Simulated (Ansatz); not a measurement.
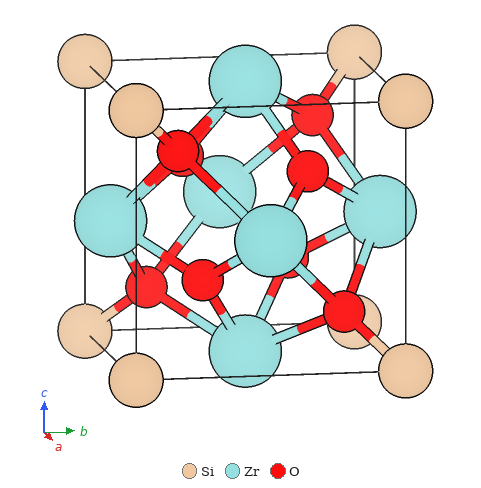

Structure drawing (ball-and-stick), viewed slightly off an axis. The edges of the conventional unit cell are marked.

Zr$_{3}$SiO$_{8}$, space group P-43m (No. 215), a = 5.03 Å, b = 5.03 Å, c = 5.03 Å, α = 90.00°, β = 90.00°, γ = 90.00°.

Results below were computed with DFT r2SCAN, scalar-relativistic, plane waves, PAW in Ansatz; the settings were a kinetic-energy cutoff of 500 eV, k-points about 0.31 Å⁻¹ apart, Gaussian smearing of 0.02 eV, no spin polarisation.

> Metal or not?

An insulator at this level, with a gap of 4.40 eV.

> Under what pressure is the structure?

The computed pressure is 0.0 GPa, close to zero.

Starting structure: a structure listed in the Materials Project, with elements exchanged, so it need not be a known form of the compound. Earlier steps of the study may have refined or changed the cell and positions. It went into a calculation with Ansatz.
